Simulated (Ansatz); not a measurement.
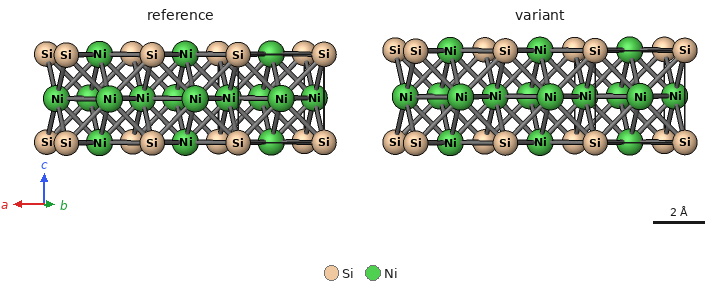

Left: solid SiNi3 (set up in Pm-3m). Right: the same structure after one change, at the same scale. A ball-and-stick model of the cell of the calculation, repeated 3 × 1 × 1 with one cell outlined, seen from a free direction.

Method: DFT PBE, scalar-relativistic, plane waves, PAW (Ansatz 0.2.0). (plane-wave cutoff 420 eV; k-point mesh 14 × 14 × 14; occupations gaussian; smearing width 0.1 eV; no spin polarisation)

**What was changed?**

Equal strain along all axes, +4.5 %, is applied. Symmetry leaves the atoms no freedom, so this is a single point.

**What does the change do?**

Energy change: +111 meV per atom. Pressure: 0.0 GPa before, −20.5 GPa after. All forces vanish by symmetry. It is metallic before and after. Some distances before and after: Ni–Si 2.479 → 2.591 Å, Ni–Ni 2.479 → 2.591 Å. The space group stays Pm-3m (No. 221).

Limits of the set-up: an element that often carries a moment was run without spin polarisation.
